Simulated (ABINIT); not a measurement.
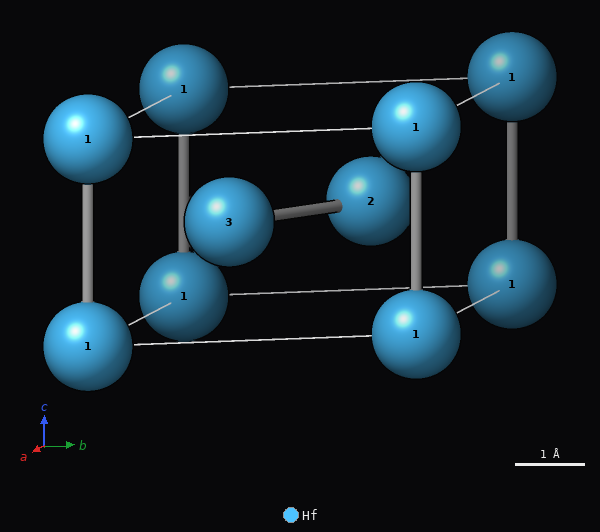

**Figure 1.** The input geometry (ball-and-stick view of the cell of the calculation, seen slightly off an axis; atoms are numbered from 1 in the order of the input). An atom can appear more than once, as a periodic image.

## Hf: optical-spectrum calculation (part 1 of 2)

Hf (3 atoms in the cell), computed with Kohn-Sham DFT of a periodic cell, PBEsol, PseudoDojo NC SR PBEsol v0.4.1 standard, no spin polarisation (ABINIT 10.8.3).

The structure derives from a Materials Project entry.

**What the program printed**
```
.Version 10.8.3 of ABINIT
 DATASET    1 : space group P6/m m m (#191); Bravais hP (primitive hexag.)
================================================================================
 Values of the parameters that define the memory need for DATASET  1.
     intxc =       0    ionmov =       0      iscf =       7    lmnmax =       8
     lnmax =       8     mgfft =      45  mpssoang =       4    mqgrid =    3001
     natom =       3  nloc_mem =       1    nspden =       1   nspinor =       1
    nsppol =       1      nsym =      24    n1xccc =    2501    ntypat =       1
    occopt =       4   xclevel =       2
       mpw =        2683          nfft =       60750          nkpt =         112
================================================================================
================================================================================

 DATASET    2 : space group P6/m m m (#191); Bravais hP (primitive hexag.)
================================================================================
 Values of the parameters that define the memory need for DATASET  2.
     intxc =       0    ionmov =       0      iscf =      -3    lmnmax =       8
     lnmax =       8     mgfft =      45  mpssoang =       4    mqgrid =    3001
     natom =       3  nloc_mem =       1    nspden =       1   nspinor =       1
    nsppol =       1      nsym =      24    n1xccc =    2501    ntypat =       1
    occopt =       4   xclevel =       2
       mpw =        2683          nfft =       60750          nkpt =         112
================================================================================
================================================================================

 DATASET    3 : space group P6/m m m (#191); Bravais hP (primitive hexag.)
================================================================================
 Values of the parameters that define the memory need for DATASET  3.
     intxc =       0    ionmov =       0      iscf =       7    lmnmax =       8
     lnmax =       8     mgfft =      45  mpssoang =       4    mqgrid =    3001
     natom =       3  nloc_mem =       1    nspden =       1   nspinor =       1
    nsppol =       1      nsym =      24    n1xccc =    2501    ntypat =       1
    occopt =       4   xclevel =       2
       mpw =        2683          nfft =       60750          nkpt =         112
================================================================================
================================================================================

--------------------------------------------------------------------------------
------------- Echo of variables that govern the present computation ------------
--------------------------------------------------------------------------------
 -outvars: echo values of preprocessed input variables --------
            acell      9.3774437847E+00  9.3774437847E+00  5.8321337134E+00 Bohr
              amu      1.78490000E+02
             ecut      2.50000000E+01 Hartree
           getden1          0
           getden2          1
           getden3          0
           getwfk1          0
           getwfk2          0
           getwfk3          2
             iscf1          7
             iscf2         -3
             iscf3          7
              ixc     -116133
           jdtset        1    2    3
                       outvar_i_n : Printing only first  50 k-points.
         kptrlatt       10    0    0      0   10    0      0    0   16
          kptrlen      9.33141394E+01
            natom           3
            nband1         22
            nband2         34
            nband3         30
           nbdbuf1          0
           nbdbuf2          4
           nbdbuf3          0
           ndtset           3
            ngfft          45      45      30
             nkpt         112
            nstep1         80
            nstep2        120
            nstep3         80
             nsym          24
           ntypat           1
                       prtocc : prtvol=0, do not print more k-points.
                       prtocc : prtvol=0, do not print more k-points.
                       prtocc : prtvol=0, do not print more k-points.
           occopt           4
        optdriver1          0
        optdriver2          0
        optdriver3          8
           prtden1          1
           prtden2          0
           prtden3          1
        prtebands           0
           prteig           0
           prtevk1          0
           prtevk2          0
           prtevk3          1
            prtwf1          0
            prtwf2          1
            prtwf3          1
            rprim      1.0000000000E+00  0.0000000000E+00  0.0000000000E+00
                      -5.0000000000E-01  8.6602540380E-01  0.0000000000E+00
                       0.0000000000E+00  0.0000000000E+00  1.0000000000E+00
           shiftk      0.00000000E+00  0.00000000E+00  5.00000000E-01
          spgroup         191
           tolvrs1     1.00000000E-12
           tolvrs2     0.00000000E+00
           tolvrs3     0.00000000E+00
           tolwfr1     0.00000000E+00
           tolwfr2     1.00000000E-12
           tolwfr3     0.00000000E+00
           tsmear      3.67493222E-03 Hartree
            typat      1  1  1
         wfk_task1          0
         wfk_task2          0
         wfk_task3          7
                       outvars : Printing only first  50 k-points.
           xangst      0.0000000000E+00  0.0000000000E+00  0.0000000000E+00
                      -9.1821541925E-17  2.8650022981E+00  1.5431161250E+00
                       2.4811647720E+00  1.4325011490E+00  1.5431161250E+00
            xcart      0.0000000000E+00  0.0000000000E+00  0.0000000000E+00
                      -1.7351756670E-16  5.4140696935E+00  2.9160668567E+00
                       4.6887218923E+00  2.7070348467E+00  2.9160668567E+00
             xred      0.0000000000E+00  0.0000000000E+00  0.0000000000E+00
                       3.3333333333E-01  6.6666666667E-01  5.0000000000E-01
                       6.6666666667E-01  3.3333333333E-01  5.0000000000E-01
            znucl       72.00000

================================================================================

 chkinp: Checking input parameters for consistency, jdtset=   1.

 chkinp: Checking input parameters for consistency, jdtset=   2.

 chkinp: Checking input parameters for consistency, jdtset=   3.

================================================================================
== DATASET  1 ==================================================================

--- !DatasetInfo
iteration_state: {dtset: 1, }
dimensions: {natom: 3, nkpt: 112, mband: 22, nsppol: 1, nspinor: 1, nspden: 1, mpw: 2683, }
cutoff_energies: {ecut:  25.0, pawecutdg:  -1.0, }
electrons: {nelect:   3.60000000E+01, charge:   0.00000000E+00, occopt:   4.00000000E+00, tsmear:   3.67493222E-03, }
meta: {optdriver: 0, ionmov: 0, optcell: 0, iscf: 7, paral_kgb: 0, }
...

 Real(R)+Recip(G) space primitive vectors, cartesian coordinates (Bohr,Bohr^-1):
 R(1)=  9.3774438  0.0000000  0.0000000  G(1)=  0.1066389  0.0615680  0.0000000
 R(2)= -4.6887219  8.1211045  0.0000000  G(2)=  0.0000000  0.1231360  0.0000000
 R(3)=  0.0000000  0.0000000  5.8321337  G(3)=  0.0000000  0.0000000  0.1714638
 Unit cell volume ucvol=  4.4414732E+02 bohr^3
 Angles (23,13,12)=  9.00000000E+01  9.00000000E+01  1.20000000E+02 degrees

 getcut: wavevector=  0.0000  0.0000  0.0000  ngfft=  45  45  30
         ecut(hartree)=     25.000   => boxcut(ratio)=   2.08465

--- Pseudopotential description ------------------------------------------------
- pspini: atom type   1  psp file is ./Hf.upf
  72.00000  12.00000  180301                  znucl, zion, pspdat
12 -116133 3 -1 1656                          pspcod,pspxc,lmax,lloc,mmax
     nproj     2     2     2     2

   2.37500722E+03                                ecore*ucvol(ha*bohr**3)
--------------------------------------------------------------------------------

================================================================================

--- !BeginCycle
iteration_state: {dtset: 1, }
solver: {iscf: 7, nstep: 80, nline: 4, wfoptalg: 0, }
tolerances: {tolvrs: 1.00E-12, }
...

     iter   Etot(hartree)      deltaE(h)  residm     vres2
 ETOT  1  -169.07222476906    -1.691E+02 1.235E-01 3.710E+01
 ETOT  2  -169.13690030263    -6.468E-02 2.076E-02 1.388E+01
 ETOT  3  -169.13720350979    -3.032E-04 2.377E-03 1.306E+01
 ETOT  4  -169.13938139945    -2.178E-03 3.297E-03 1.955E-02
 ETOT  5  -169.13938635007    -4.951E-06 1.300E-03 6.062E-04
 ETOT  6  -169.13938647309    -1.230E-07 1.692E-03 5.485E-05
 ETOT  7  -169.13938648392    -1.083E-08 7.392E-04 5.117E-08
 ETOT  8  -169.13938648401    -8.825E-11 6.327E-04 1.437E-09
 ETOT  9  -169.13938648402    -7.276E-12 3.674E-04 4.756E-10
 ETOT 10  -169.13938648402    -8.242E-13 3.464E-04 5.802E-12
 ETOT 11  -169.13938648402     6.253E-13 1.882E-04 2.273E-13

 At SCF step   11       vres2   =  2.27E-13 < tolvrs=  1.00E-12 =>converged.

 Cartesian components of stress tensor (hartree/bohr^3)
  sigma(1 1)=  1.04658601E-04  sigma(3 2)=  0.00000000E+00
  sigma(2 2)=  1.04658601E-04  sigma(3 1)=  0.00000000E+00
  sigma(3 3)=  1.01911102E-04  sigma(2 1)=  0.00000000E+00

--- !ResultsGS
iteration_state: {dtset: 1, }
comment   : Summary of ground state results
lattice_vectors:
- [  9.3774438,   0.0000000,   0.0000000, ]
- [ -4.6887219,   8.1211045,   0.0000000, ]
- [  0.0000000,   0.0000000,   5.8321337, ]
lattice_lengths: [   9.37744,    9.37744,    5.83213, ]
lattice_angles: [ 90.000,  90.000, 120.000, ] # degrees, (23, 13, 12)
lattice_volume:   4.4414732E+02
convergence: {deltae:  6.253E-13, res2:  2.273E-13, residm:  1.882E-04, diffor: null, }
etotal    :  -1.69139386E+02
entropy   :   0.00000000E+00
fermie    :   3.87470746E-01
cartesian_stress_tensor: # hartree/bohr^3
- [  1.04658601E-04,   0.00000000E+00,   0.00000000E+00, ]
- [  0.00000000E+00,   1.04658601E-04,   0.00000000E+00, ]
- [  0.00000000E+00,   0.00000000E+00,   1.01911102E-04, ]
pressure_GPa:  -3.0522E+00
xred      :
- [  0.0000E+00,   0.0000E+00,   0.0000E+00, Hf]
- [  3.3333E-01,   6.6667E-01,   5.0000E-01, Hf]
- [  6.6667E-01,   3.3333E-01,   5.0000E-01, Hf]
cartesian_forces: # hartree/bohr
- [  1.91427094E-29,   1.10520484E-29,  -0.00000000E+00, ]
- [ -9.57135471E-29,   1.10520484E-29,  -0.00000000E+00, ]
- [  7.65708377E-29,  -2.21040969E-29,  -0.00000000E+00, ]
force_length_stats: {min:   2.21040969E-29, max:   9.63495245E-29, mean:   6.60503587E-29, }
...

 Integrated electronic density in atomic spheres:
 ------------------------------------------------
 Atom  Sphere_radius  Integrated_density
    1        2.00000          8.36718484
    2        2.00000          8.46182713
    3        2.00000          8.46182713
================================================================================

 ----iterations are completed or convergence reached----

 Mean square residual over all n,k,spin=   35.281E-08; max=  18.824E-05
 reduced coordinates (array xred) for    3 atoms
       0.000000000000      0.000000000000      0.000000000000
       0.333333333333      0.666666666667      0.500000000000
       0.666666666667      0.333333333333      0.500000000000
 rms dE/dt=  4.7494E-28; max dE/dt=  1.0771E-27; dE/dt below (all hartree)
    1       0.000000000000      0.000000000000      0.000000000000
    2       0.000000000000     -0.000000000000      0.000000000000
    3      -0.000000000000      0.000000000000      0.000000000000

 cartesian coordinates (angstrom) at end:
    1      0.00000000000000     0.00000000000000     0.00000000000000
    2     -0.00000000000000     2.86500229808751     1.54311612500000
    3      2.48116477200000     1.43250114904376     1.54311612500000

 cartesian forces (hartree/bohr) at end:
    1      0.00000000000000     0.00000000000000    -0.00000000000000
    2     -0.00000000000000     0.00000000000000    -0.00000000000000
    3      0.00000000000000    -0.00000000000000    -0.00000000000000
 frms,max,avg= 4.2326123E-29 9.5713547E-29   0.000E+00  0.000E+00  0.000E+00 h/b
```
